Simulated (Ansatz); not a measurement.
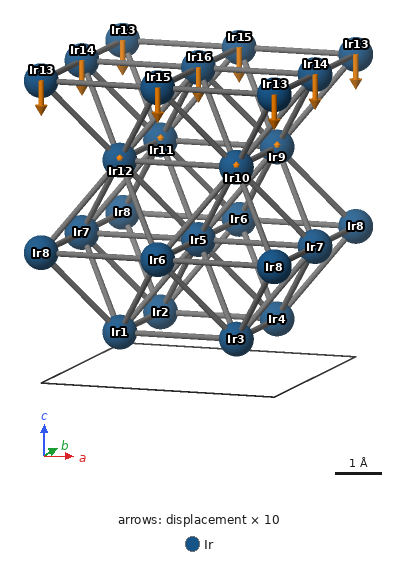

A constrained relaxation of a slab of composition Ir (cut from the Fm-3m phase). The starting structure is drawn; orange arrows show the displacements, 10 times their true length.

The picture is a ball-and-stick view of the cell of the calculation, outlined in the plane, without the vacuum, seen slightly off an axis.

Case: clean slab, lower planes held. The slab is the (1 0 0) face of Ir. 8 atoms are held fixed.

Level of theory: Ansatz, DFT PBE, scalar-relativistic, plane waves, PAW. (plane-wave cutoff 420 eV; k-point mesh 4 × 4 × 1; occupations gaussian; smearing width 0.1 eV; no spin polarisation; dipole correction; atoms relaxed in a fixed cell; force threshold 0.03 eV/Å; at most 70 steps)

What did the optimiser do to the structure, and how much energy did it gain?

Answer. Over 2 accepted moves (4 points after the start) the energy falls by 0.167 eV per cell of the calculation. Largest force component: 0.86 eV/Å at the start, 0.0048 eV/Å at the end. The line search rejected the trial step at point 1 of the run. 1 step only repeated the SCF at the same geometry. The largest moves, 0.080 Å, are those of Ir13, Ir14, Ir15 and Ir16. Ir13 goes along the normal (−c). The cell stays as it was. Among the contacts that change: Ir10–Ir13 2.737 → 2.672 Å, Ir5–Ir10 2.737 → 2.746 Å. Cost: 45 s on 4 threads of Intel(R) Xeon(R) 6975P-C (Granite Rapids), with other jobs on the host, peak memory 2.1 GiB.
